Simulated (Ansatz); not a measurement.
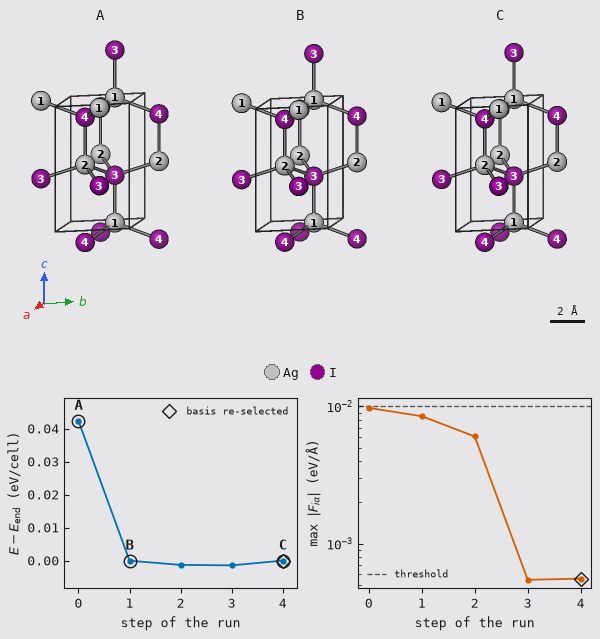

Frames of a relaxation of crystalline AgI (built on the database structure type), marked on the history of the run. The picture is a ball-and-stick view of the cell of the calculation, seen slightly off an axis.

Method: Ansatz, DFT, PBEsol, plane waves, PAW.

Input file:
```yaml
crystal:
  lattice:
    - [4.6585563974, 0.0, 0.0]
    - [-2.3292781987, 4.0344281851, 0.0]
    - [0.0, 0.0, 7.55273917]
  atoms:
    - { symbol: Ag, position: [0.33333333, 0.66666667, 0.00098414] }
    - { symbol: Ag, position: [0.66666667, 0.33333333, 0.50098414] }
    - { symbol: I, position: [0.33333333, 0.66666667, 0.37891586] }
    - { symbol: I, position: [0.66666667, 0.33333333, 0.87891586] }
kpoints:
  mp_grid: { grid: [6, 6, 4] }
hamiltonian:
  xc: pbesol
scf:
  occupations: { method: fermi_dirac, width: 0.03 }
relax:
  f_tol: 0.01
  cell: {}
  max_steps: 120
output:
  write_density: true
  write_potential: true
  elf: true
  volumetric_format: npy
```

Run as
```bash
ansatz run input.yaml --threads 2 --pin off --max-ram 29491MiB --backend cpu --events-out ev --progress --plain --runs-dir out
```

### What happens along the run?

The largest moves relative to the cell, 0.010 Å, are those of Ag1, Ag2, I3 and I4. Ag1 goes along +c. By element the largest moves are Ag 0.010 Å, I 0.010 Å. Cell: a = b 4.659 → 4.562 Å (−2.1 %), c 7.553 → 7.446 Å (−1.4 %). Volume −5.5 %. Some distances before and after: Ag1–I3 2.854 → 2.795 Å, Ag1–I4 2.843 → 2.793 Å. The space group stays P6_3mc (No. 186). The energy falls by 42.4 meV per cell of the calculation in 3 accepted moves (4 points after the start). Largest force component: 0.0097 eV/Å at the start, 0.00056 eV/Å at the end. The pressure goes from −1.64 to 0.00 GPa. The SCF was repeated once at an unchanged geometry on a basis and grid sized afresh for the cell, which shifted the energy by 1.4 meV per cell of the calculation at most. The run took 24 s on 2 threads of AMD EPYC 7R13 Processor (Zen 3), with other jobs on the host, peak memory 0.47 GiB. From step 0 to 1: volume −6.4 %, energy −42.4 meV per cell of the calculation. From step 1 to 4: volume +1.0 %, energy +0.0 meV per cell of the calculation.

```csv
step,"E − E(0), meV/atom","largest force component, eV/Å","pressure, GPa","volume, Å³/atom",note
0,0.00,0.0097,-1.64,35.488,
1,-10.60,0.0085,0.35,33.219,
2,-10.91,0.0060,-0.04,33.593,
3,-10.95,0.0005,0.00,33.552,
4,-10.59,0.0006,0.00,33.552,"same geometry, new basis"
```
